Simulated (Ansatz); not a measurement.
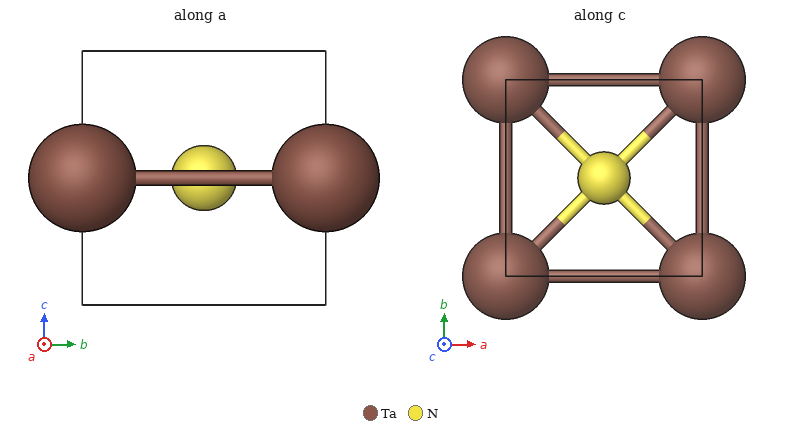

Drawn in the ball-and-stick manner and seen along the a axis and along the c axis. One simulation cell is outlined, and atoms on its boundary appear in each equivalent place.

Input for the calculation:
```yaml
crystal:
  lattice:
    - [2.9624363924, 0.0, 0.0]
    - [0.0, 2.9624363924, 0.0]
    - [0.0, 0.0, 3.091867224]
  atoms:
    - { symbol: Ta, position: [0.0, 0.0, 0.5] }
    - { symbol: "N", position: [0.5, 0.5, 0.5] }
basis:
  ecutwfc: 420
kpoints:
  mp_grid: { grid: [18, 18, 18] }
  band_path:
    path:
      - [[0.0, 0.0, 0.0], [0.0, 0.5, 0.0], [0.5, 0.5, 0.0], [0.0, 0.0, 0.0], [0.0, 0.0, 0.5], [0.0, 0.5, 0.5], [0.5, 0.5, 0.5], [0.0, 0.0, 0.5]]
      - [[0.0, 0.5, 0.0], [0.0, 0.5, 0.5]]
      - [[0.5, 0.5, 0.0], [0.5, 0.5, 0.5]]
    npoints: 14
hamiltonian:
  xc: pbe
scf:
  occupations: { method: gaussian, width: 0.1 }
  n_extra_bands: 6
output:
  forces: true
  stress: true
  eigenvalues: true
  populations: true
  dos: { projected: true, de: 0.02, nscf_kmesh: { grid: [22, 22, 22] } }
  bader: true
  write_density: true
  write_potential: true
  elf: true
  volumetric_format: npy
```
Run as:
```sh
ansatz run input.yaml --threads 1 --pin off --max-ram 2560MiB --backend cpu --events-out ev --progress --plain --runs-dir out
```

Method used: DFT PBE, scalar-relativistic, plane waves, PAW (Ansatz 0.2.0). It ran with plane waves to 420 eV, k-point mesh 18×18×18, Gaussian smearing of 0.1 eV, no spin polarisation.

### Does it come out as a metal, or with a gap?

A metal: bands cross the Fermi level.

### Which way would the volume go on relaxing?

The computed pressure is 0.0 GPa, close to zero.

The initial geometry was a random cell made by a generator, so it need not be a real form of the compound. Earlier steps of the study, as a rule a relaxation of our own, may have changed the cell and positions, so they can lie some per cent off the listed ones. It was the input of a calculation with Ansatz.
